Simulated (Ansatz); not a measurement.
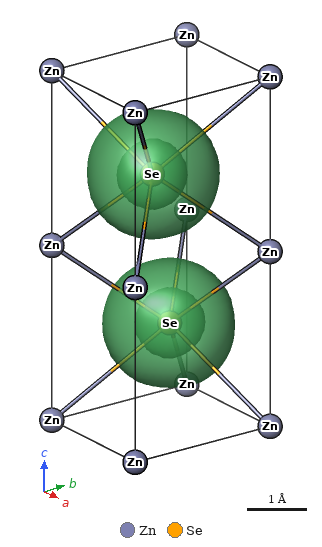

Figure 1: ZnSe. Isosurface of the electron localisation function at 0.7 (green), seen slightly off an axis. Only the valence region is drawn (cores and ρ < 0.01 e/Å³ removed). Sticks mark near contacts.

Space group P6₃/mmc; started from the NiAs prototype, which need not be the ambient phase; computed pressure about −5 GPa in this cell.

Computed with DFT, LDA, plane waves, PAW in Ansatz 0.2.0.

In a PAW calculation such maps are meaningful between the atoms, not at the nuclei.

Input

```
crystal:
  lattice:
    - [3.7796699664, 0.0, 0.0]
    - [-1.8898349832, 3.2732902088, 0.0]
    - [0.0, 0.0, 6.131899886]
  atoms:
    - { symbol: Zn, position: [0.0, 0.0, 0.0] }
    - { symbol: Zn, position: [0.0, 0.0, 0.5] }
    - { symbol: Se, position: [0.3333333333, 0.6666666667, 0.25] }
    - { symbol: Se, position: [0.6666666667, 0.3333333333, 0.75] }
kpoints:
  mp_grid: { grid: [12, 12, 4] }
  band_path:
    path:
      - [0.0, 0.0, 0.0]
      - [0.5, 0.0, 0.0]
      - [0.3333333333, 0.3333333333, 0.0]
      - [0.0, 0.0, 0.5]
      - [0.5, 0.0, 0.5]
      - [0.3333333333, 0.3333333333, 0.5]
      - [0.2, 0.0, 0.0]
    npoints: 1
hamiltonian:
  xc: lda
scf:
  occupations: { method: fermi_dirac, width: 0.02 }
  n_extra_bands: 5
output:
  forces: true
  stress: true
  eigenvalues: true
  write_density: true
  write_potential: true
  elf: true
  volumetric_format: npy
```

Launched as:

```sh
ansatz run input.yaml --threads 2 --pin off --max-ram 2211MiB --backend cpu --events-out ev --progress --plain --runs-dir out
```

Below, planes, directions and counts refer to the conventional cell (a = 3.78 Å, b = 3.78 Å, c = 6.13 Å, α = 90.00°, β = 90.00°, γ = 120.00°).

### Describe the localisation domains.

The surface consists of two regions wrapped around Se (the valence shell of each), counted in one cell of 4 atoms. Any copies at cell faces, edges or corners count once. Profiles from the grid: Zn–Se (2.67 Å): the ELF is about 0.50 at the midpoint and 0.20 at its lowest between the atoms.
